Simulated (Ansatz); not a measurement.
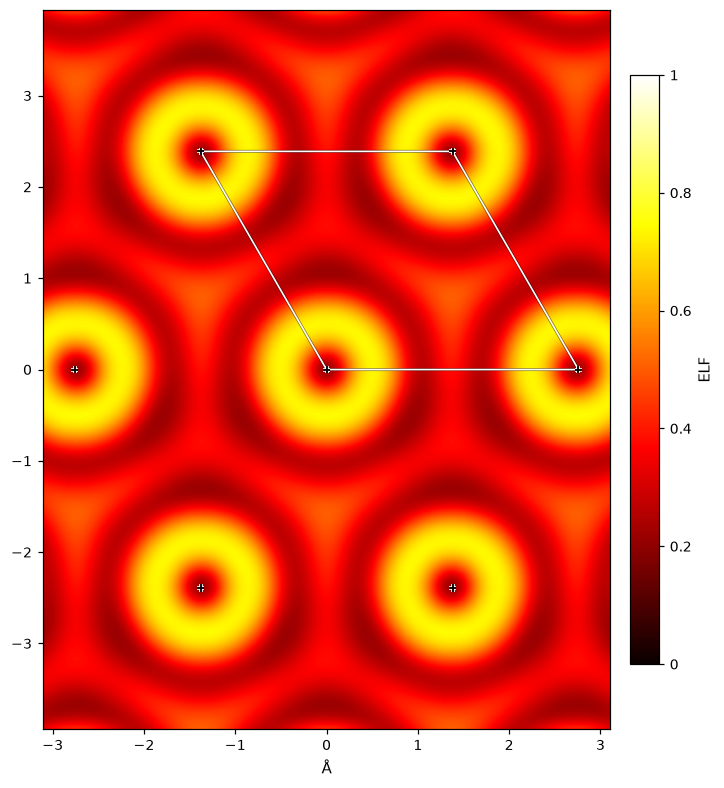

The ELF on a plane through atoms (crosses mark nuclei in the plane).

Level of theory: Ansatz, DFT, r2SCAN, plane waves (500 eV) with PAW, scalar-relativistic.

Candidates:
A. Ti, a = 2.73 Å, b = 2.73 Å, c = 2.73 Å, α = 90.00°, β = 90.00°, γ = 90.00°. Space group Pm-3m; set up as Ti, simple cubic; a generated structure, not necessarily the stable one; changed on purpose from its base cell (volume × 1.12); computed pressure about −8 GPa in this cell; computed without spin polarisation.
B. Re, a = 2.76 Å, b = 2.76 Å, c = 4.46 Å, α = 90.01°, β = 89.98°, γ = 120.00°. Space group P6₃/mmc; set up as Re, beta-Sn type; a generated structure, not necessarily the stable one; computed without spin polarisation.
C. Pd, a = 2.64 Å, b = 2.64 Å, c = 8.73 Å, α = 90.00°, β = 90.00°, γ = 120.00°. Space group P6₃/mmc; set up as Pd, dhcp; a generated structure, not necessarily the stable one; changed on purpose from its base cell (volume × 0.88); computed pressure about 33 GPa in this cell.

Question: Which system is this?

Answer: Candidate B: Re on the (001) plane of the conventional cell, which holds Re. Re–Re (2.76 Å): the ELF is about 0.40 at the midpoint.
